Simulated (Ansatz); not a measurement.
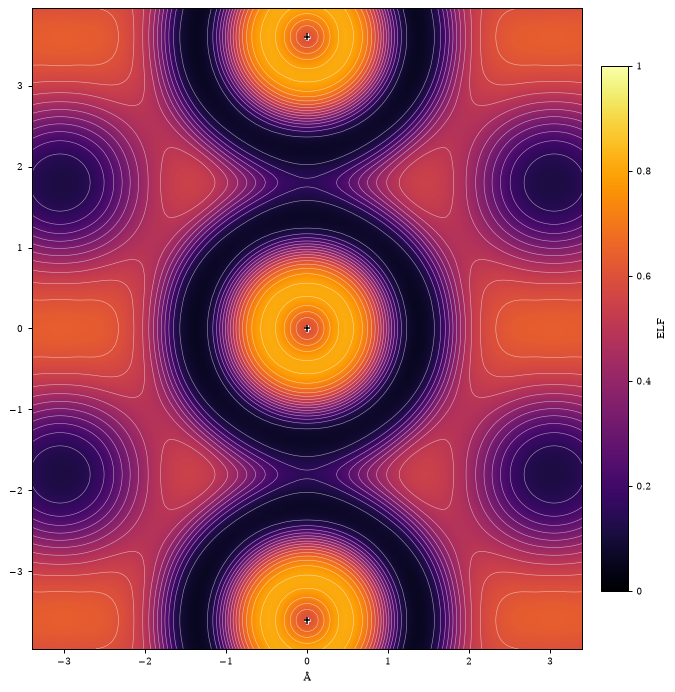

The electron localisation function on a plane through atoms (crosses mark nuclei in the plane).

All numbers below come from DFT, r2SCAN, plane waves (500 eV) with PAW, scalar-relativistic in Ansatz.

Candidates:
A. Pd, a = 2.75 Å, b = 2.75 Å, c = 4.60 Å, α = 90.00°, β = 90.00°, γ = 120.00°. Space group P6₃/mmc; set up as Pd, hcp; a generated structure, not necessarily the stable one; spin-polarised.
B. Yb, a = 6.10 Å, b = 6.10 Å, c = 3.60 Å, α = 90.00°, β = 90.00°, γ = 120.00°. Space group P6/mmm; set up as Yb, omega (AlB2-type); a generated structure, not necessarily the stable one; changed on purpose from its base cell (volume × 1.12); computed without spin polarisation; no Hubbard U on the f states and no spin–orbit coupling.
C. Pt, a = 3.22 Å, b = 3.22 Å, c = 3.22 Å, α = 90.00°, β = 90.00°, γ = 90.00°. Space group Im-3m; set up as Pt, bcc; a generated structure, not necessarily the stable one; changed on purpose from its base cell (volume × 1.08); computed pressure about −16 GPa in this cell.

Question: Which system is this?

Answer: Candidate B: Yb on the (010) plane of the conventional cell, which holds Yb. Yb–Yb (3.60 Å): the ELF is about 0.15 at the midpoint; no localised pair shows between them.
